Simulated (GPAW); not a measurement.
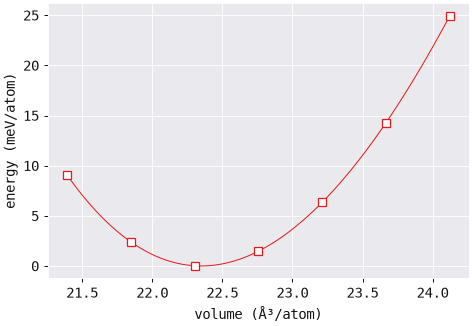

The figure shows the energy against volume for ZnSe, space group F-43m (No. 216).

Structure:
```
Se Zn
1.0
     0.00000    2.83380    2.83380
     2.83380    0.00000    2.83380
     2.83380    2.83380    0.00000
Se Zn
1 1
Direct
  0.75000 0.75000 0.75000
  0.00000 0.00000 0.00000
```

Calculation (GPAW 26.7.0): PAW DFT in plane waves, on a grid or in atomic orbitals, no spin polarisation; energies at scaled volumes of the given cell, shape and fractions fixed, counted from the fit's minimum, third-order Birch-Murnaghan fit. Level: PBEsol.

| setting | value |
| --- | --- |
| k mesh | 8×8×8 |
| occupations | Fermi–Dirac |
| smearing width | 0.05 eV |
| potentials | PAW data sets made by gpaw setup for the functional |
| wave cutoff | 600 eV |
| program settings | basis pw |

This calculation gives: equilibrium volume 22.35 Å³/atom and bulk modulus 65.4 GPa.

Now Zn is replaced by Hg on all its sites, which gives HgSe in the same structure. What happens?

The equilibrium volume rises from 22.35 to 29.05 Å³/atom (+30 %) and the bulk modulus falls from 65.4 to 51.3 GPa (−22 %).

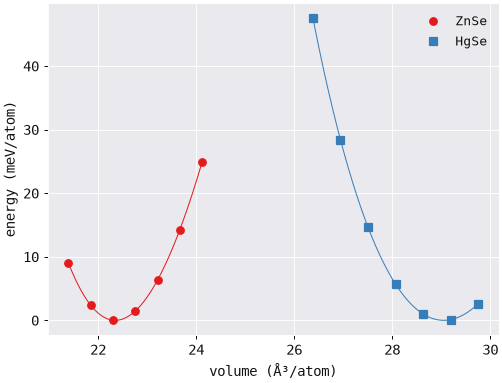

The two results together.

For HgSe, limits of the calculation: spin-orbit coupling left out, heavy elements.

V0 and the bulk modulus come from third-order Birch–Murnaghan fits.
